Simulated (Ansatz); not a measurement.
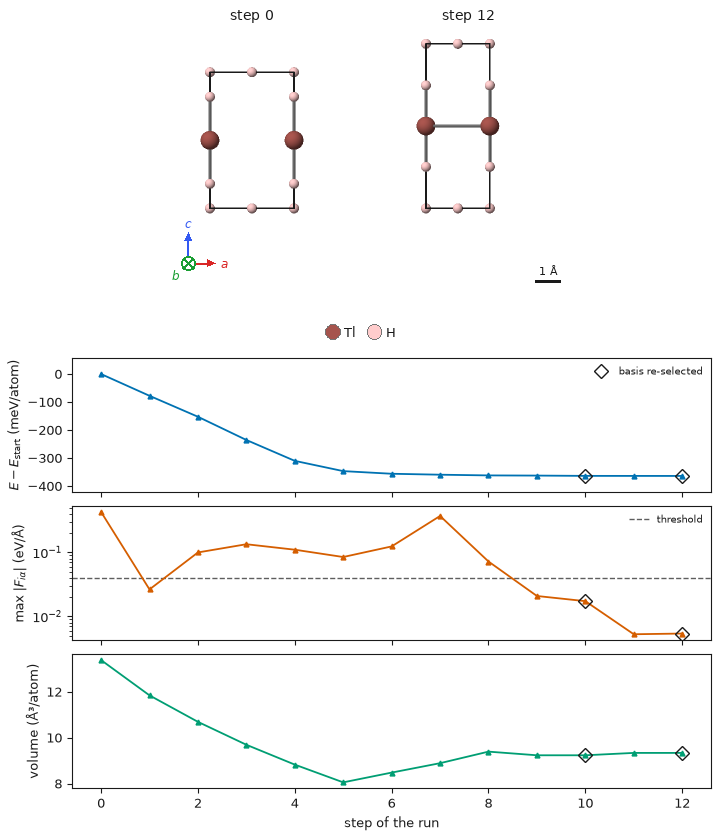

First and last geometry of a relaxation of solid TlH5 (a generated structure, set up in P6/mmm) (coarse preliminary run), with the history of the run. The picture is a ball-and-stick view of the cell of the calculation, seen along the b axis.

All numbers below come from DFT PBE, scalar-relativistic, plane waves, PAW (Ansatz).

The input:
```yaml
crystal:
  lattice:
    - [4.0431069, 0.0, 0.0]
    - [-2.02155345, 3.50143328, 0.0]
    - [0.0, 0.0, 5.67153993]
  atoms:
    - { symbol: Tl, position: [0.0, 0.0, 0.5] }
    - { symbol: H, position: [0.0, 0.0, 0.18078328] }
    - { symbol: H, position: [0.0, 0.0, 0.81921672] }
    - { symbol: H, position: [0.5, 0.0, 0.0] }
    - { symbol: H, position: [0.0, 0.5, 0.0] }
    - { symbol: H, position: [0.5, 0.5, 0.0] }
basis:
  ecutwfc: 420
kpoints:
  mp_grid: { grid: [6, 6, 4] }
hamiltonian:
  xc: pbe
scf:
  occupations: { method: gaussian, width: 0.1 }
  lower_state_search: "off"
output:
  forces: true
  stress: true
  eigenvalues: true
relax:
  adjacent_minimum: "off"
  f_tol: 0.04
  max_steps: 70
  cell: { stress_tol: 0.4 }
```

Run as
```bash
ansatz run input.yaml --threads 1 --pin off --max-ram 2048MiB --backend cpu --events-out ev --progress --plain --runs-dir out
```

Q: What do the curves and the structures tell?

A: It converged. The largest moves relative to the cell, 0.49 Å, are those of H2 and H3. H3 goes along −c. Tl stays in place. The volume changes by −30.2 %, with a = b 4.043 → 3.072 Å (−24.0 %), c 5.672 → 6.855 Å (+20.9 %). Near-neighbour distances that change, for instance: Tl1–Tl1 4.043 → 3.072 Å, Tl1–H2 1.810 → 1.695 Å. The space group stays P6/mmm (No. 191). Over 10 accepted moves (12 points after the start) the energy falls by 364 meV per atom. Largest force component: 0.43 eV/Å at the start, 0.0054 eV/Å at the end. The pressure goes from −7.45 to 0.07 GPa. The SCF was repeated twice at an unchanged geometry on a basis and grid sized afresh for the cell, which shifted the energy by 1.1 meV per atom at most. Cost: 23 s on 1 thread of Arm Neoverse V1, on a shared host, peak memory 0.33 GiB.
